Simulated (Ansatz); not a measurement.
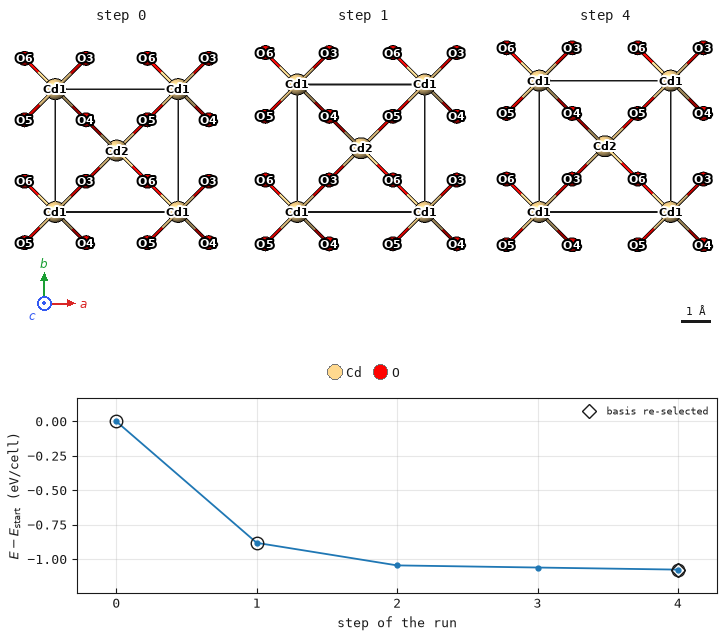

Frames of a relaxation of a crystal of CdO2 (built on the cuprite_224 type) (coarse preliminary run), marked on the history of the run. A ball-and-stick model of the cell of the calculation, seen along the c axis.

Case: anti-cuprite type (Pn-3m, No. 224).

These are results of Ansatz 0.2.0, DFT r2SCAN, scalar-relativistic, plane waves, PAW, not measurements.

Input
```yaml
crystal:
  lattice:
    - [4.3792366602, 0.0, 0.0]
    - [0.0, 4.3792366602, 0.0]
    - [0.0, 0.0, 4.3792366602]
  atoms:
    - { symbol: Cd, position: [0.0, 0.0, 0.0] }
    - { symbol: Cd, position: [0.5, 0.5, 0.5] }
    - { symbol: O, position: [0.25, 0.25, 0.25] }
    - { symbol: O, position: [0.25, 0.75, 0.75] }
    - { symbol: O, position: [0.75, 0.75, 0.25] }
    - { symbol: O, position: [0.75, 0.25, 0.75] }
basis:
  ecutwfc: 500
kpoints:
  mp_grid: { grid: [4, 4, 4] }
hamiltonian:
  xc: r2scan
scf:
  occupations: { method: gaussian, width: 0.1 }
  lower_state_search: "off"
output:
  forces: true
  stress: true
  eigenvalues: true
relax:
  adjacent_minimum: "off"
  f_tol: 0.04
  max_steps: 70
  cell: { stress_tol: 0.4 }
```

Launched with:
```bash
ansatz run input.yaml --threads 1 --pin off --max-ram 2560MiB --backend cpu --events-out ev --progress --plain --runs-dir out
```

**What happens along the run?**

The atoms keep their places relative to the cell (all moves are under 0.005 Å). The volume changes by +22.2 %, with a = b = c 4.379 → 4.681 Å (+6.9 %). Among the contacts that change: Cd1–O3 1.896 → 2.027 Å. The space group stays Pn-3m (No. 224). Over 3 accepted moves (4 points after the start) the energy falls by 1.075 eV per cell of the calculation. All forces vanish by symmetry, so only the cell relaxes. The pressure goes from 22.70 to 0.07 GPa. The SCF was repeated once at an unchanged geometry on a basis and grid sized afresh for the cell, which shifted the energy by 15.2 meV per cell of the calculation at most. From step 0 to 1: volume +11.8 %, energy −0.881 eV per cell of the calculation. From step 1 to 4: volume +9.2 %, energy −0.194 eV per cell of the calculation.

```csv
step,"E − E(0), meV/atom","pressure, GPa","volume, Å³/atom",note
0,0.00,22.70,13.997,
1,-146.86,7.50,15.651,
2,-174.13,2.03,16.620,
3,-176.71,-0.06,17.098,
4,-179.25,0.07,17.098,"same geometry, new basis"
```
